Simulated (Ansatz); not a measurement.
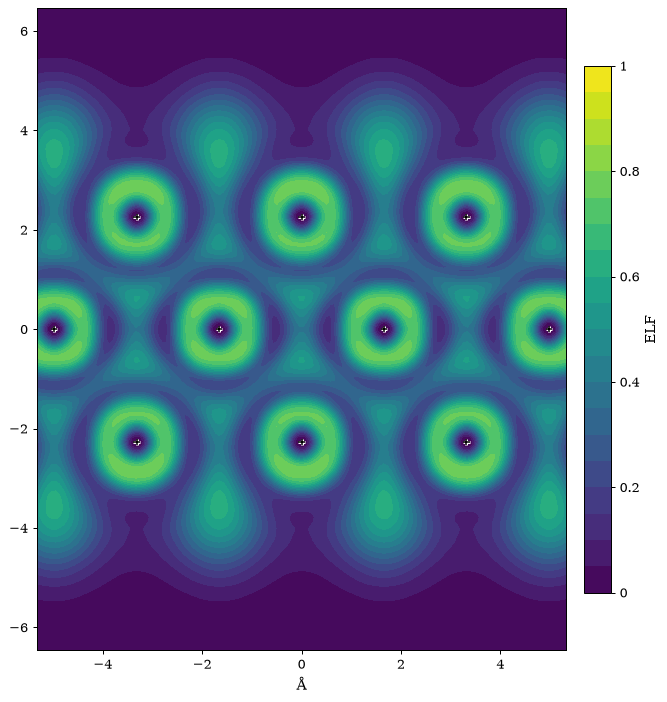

The ELF on a plane through atoms (crosses mark nuclei in the plane).

Method: Ansatz 0.2.0, DFT PBE, scalar-relativistic, plane waves, PAW.

Candidates:
A. Ta₂N, a = 5.35 Å, b = 5.35 Å, c = 4.89 Å, α = 90.00°, β = 90.00°, γ = 120.00°. Space group P-31m; a structure from a database of computed crystals, not necessarily the ambient phase; changed on purpose from its base cell (shift of Ta1 along [1 1 0], its symmetry partners moved alike: +0.000 A in the relaxed cell; c/a of the conventional cell at fixed volume 0.9139); computed without spin polarisation; PAW files of the earlier set (soft_1).
B. Ta (slab), a = 2.87 Å, b = 2.87 Å, c = 18.69 Å, α = 90.00°, β = 90.00°, γ = 109.47°. Computed without spin polarisation; PAW files of the earlier set (soft_1).

**Which candidate gave the map?**

Candidate B: Ta on the (11̄0) plane of the calculation cell, a cut from vacuum to vacuum, which holds Ta. Ta–Ta (2.81 Å): the ELF is about 0.35 at the midpoint.
